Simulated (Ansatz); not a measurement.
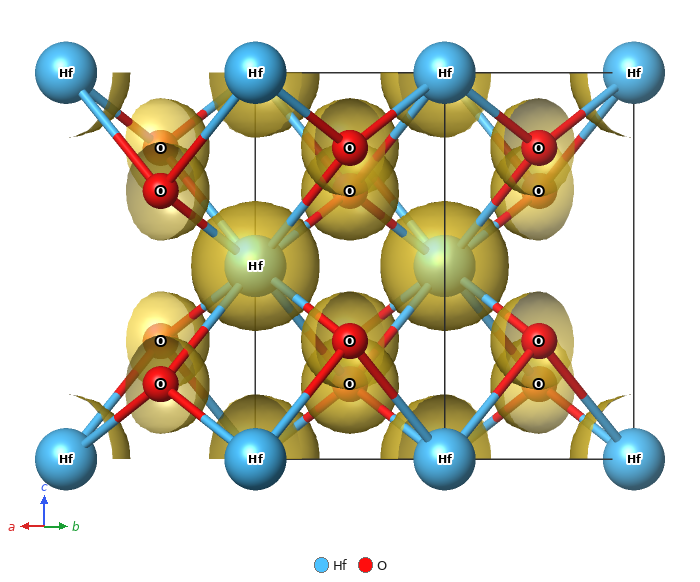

*HfO2. Isosurface of the valence pseudo-density at 1.5 e/Å³ (yellow), seen along [110]. Sticks mark near contacts.*

Space group P4₂/nmc; a structure from a database of computed crystals, not necessarily the ambient phase; started from the database structure prototype, which need not be the ambient phase; changed on purpose from its base cell (biaxial xy strain +0.7%); computed pressure about 3 GPa in this cell.

Theory: DFT, PBE, plane waves, PAW in Ansatz.

Core electrons are frozen (PAW), and the valence fields are smoothed inside the atomic spheres.

Q: Which contacts does the surface bridge?

A: At this value the density breaks into separate islands; it holds about 75 % of the electrons treated as valence (semicore included). It bridges none of the near contacts. It is pinched off along the shortest Hf–O (2.07 Å) contacts. On the grid the lowest density along these lines, outside the cores, is 0.76 e/Å³ (Hf–O, 2.07 Å).

Q: Does the calculation give a band gap?

A: It is gapped, with a Kohn–Sham gap of 4.6 eV on the k-point mesh, an upper bound to the gap of this method.
